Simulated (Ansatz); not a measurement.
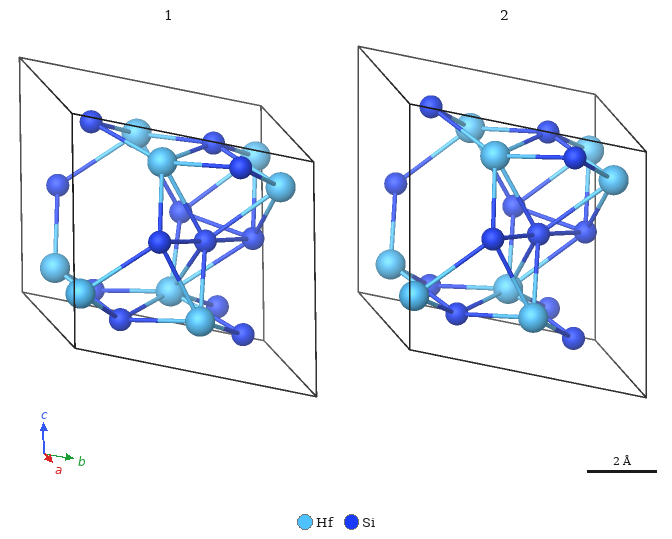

Two geometries of crystalline Hf2Si3 (a generated structure, set up in P1) (coarse preliminary run), drawn at one scale. One is the start of a relaxation, the other its converged end. The picture is a ball-and-stick view of the cell of the calculation, seen slightly off an axis.

Computed with DFT PBEsol, scalar-relativistic, plane waves, PAW (Ansatz 0.2.0). Set-up: plane-wave cutoff 420 eV; k-point mesh 2 × 2 × 2; occupations gaussian; smearing width 0.1 eV; mesh shifted by (0.5, 0.5, 0.5); no spin polarisation; cell and atoms relaxed; force threshold 0.04 eV/Å; at most 50 steps.

### Which one is relaxed?

Structure 1 is the relaxed one. Case: 4 of 16 Si atoms taken out at random. Over 5 accepted moves (8 points after the start) the energy falls by 38.7 meV per atom. The largest force component goes from 1 to 0.014 eV/Å. The pressure goes from −3.12 to −0.01 GPa. The line search rejected the trial steps at points 3, 6 of the run. The SCF was repeated once at an unchanged geometry on a basis and grid sized afresh for the cell, which shifted the energy by 0.1 meV per atom at most. A Si atom moves most relative to the cell: 0.19 Å along [0 −1 −2]. By element the largest moves are Si 0.19 Å, Hf 0.13 Å. Cell: a 7.272 → 7.212 Å (−0.8 %), b 7.300 → 7.436 Å (+1.9 %), c 7.401 → 7.082 Å (−4.3 %), α 104.3° → 104.9°, β 90.0° → 89.5°, γ 90.0° → 89.3°. Volume −3.6 %. Some distances before and after: Hf–Hf 3.539 → 3.258 Å, Hf–Hf 3.553 → 3.290 Å, Hf–Hf 3.529 → 3.303 Å, Hf–Hf 3.568 → 3.345 Å. Among the angles between lasting bonds that change: Hf–Si–Hf 126.1° → 120.8°, Hf–Si–Hf 123.5° → 118.8°, Hf–Si–Si 117.1° → 121.9°. The space group stays P1 (No. 1).

Limits of the set-up: the k-point mesh is coarse for a cell with partly filled bands.
